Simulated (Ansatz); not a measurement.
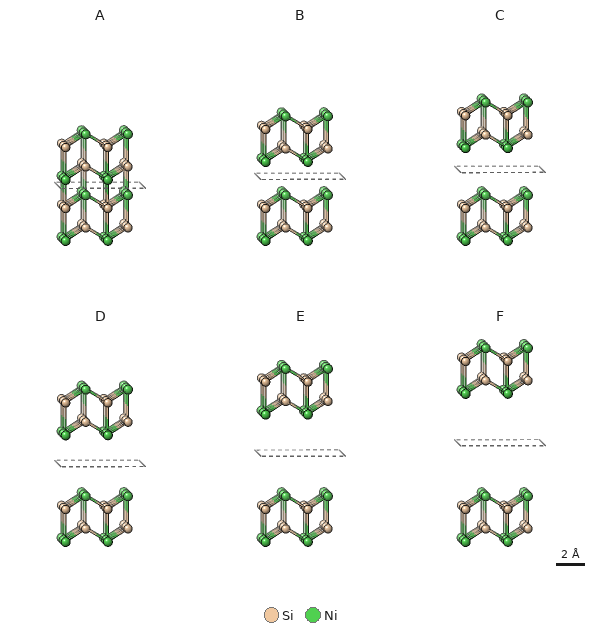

A scan of a crystal of SiNi (Pmmn) along one coordinate. The picture is a ball-and-stick view of the layers on both sides of the dashed plane, seen from the side, nearly along that plane.

Computed with DFT PBE, scalar-relativistic, plane waves, PAW in Ansatz 0.2.0. (plane-wave cutoff 420 eV; k-point mesh 15 × 14 × 4; occupations gaussian; smearing width 0.15 eV; no spin polarisation). Energies (free energies at the smearing named) are counted from the relaxed crystal.

Question: What is being scanned?

Answer: The crystal is pulled apart rigidly along the normal of the (0 0 1) plane of the conventional cell, at a cut between a plane of Ni below and one of Ni above, 1.48 Å apart. In the frames the opening is −0.30 Å (A), 1.00 Å (B), 2.00 Å (C), 3.00 Å (D), 4.50 Å (E), 6.00 Å (F). One cut stands in each cell, which starts 14.1 Å high; nothing is relaxed, and the dashed outline marks the cut. Their energies are 1.031 J/m², 1.887 J/m², 2.965 J/m², 3.273 J/m², 3.346 J/m², 3.352 J/m².

Limits of the set-up: an element that often carries a moment was run without spin polarisation.
